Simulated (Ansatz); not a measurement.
System: AlRu.

```
Al Ru
1.0
     0.00000   -2.97641    2.97641
     0.00000    2.97641    2.97641
    -5.95282    0.00000    0.00000
Al Ru
4 4
Direct
  0.00000 0.50000 0.00000
  0.50000 0.00000 0.50000
  0.50000 0.00000 0.00000
  0.00000 0.50000 0.50000
  0.50000 0.50000 0.73740
  0.00000 0.00000 0.23740
  0.50000 0.50000 0.26260
  0.00000 0.00000 0.76260
```

Space group I4/mmm; not relaxed (largest force 1.0 eV/Å); computed without spin polarisation.

Level of theory: DFT PBEsol, scalar-relativistic, plane waves, PAW (Ansatz 0.2.0).

> What can the converged valence pseudo-density and electron localisation function tell about the bonding?

Al–Ru (2.54 Å): ρ is about 0.39 e/Å³ halfway; the ELF is about 0.40 at the midpoint.
Al–Ru (2.62 Å): ρ is about 0.34 e/Å³ halfway; the ELF is about 0.35 at the midpoint.

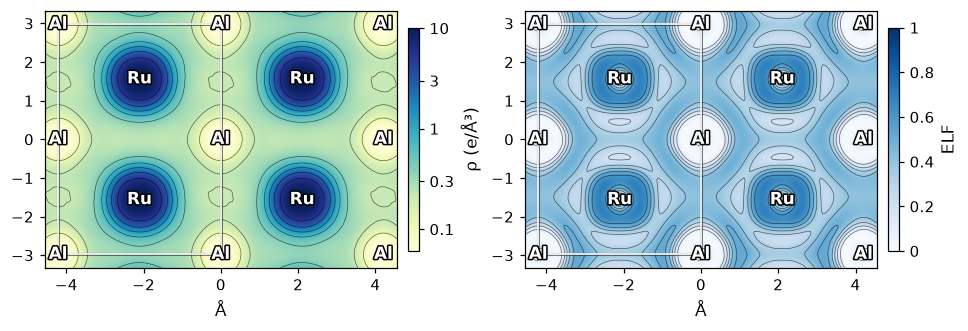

Computed valence pseudo-density and electron localisation function on the (100) plane of the conventional cell, in this order. 
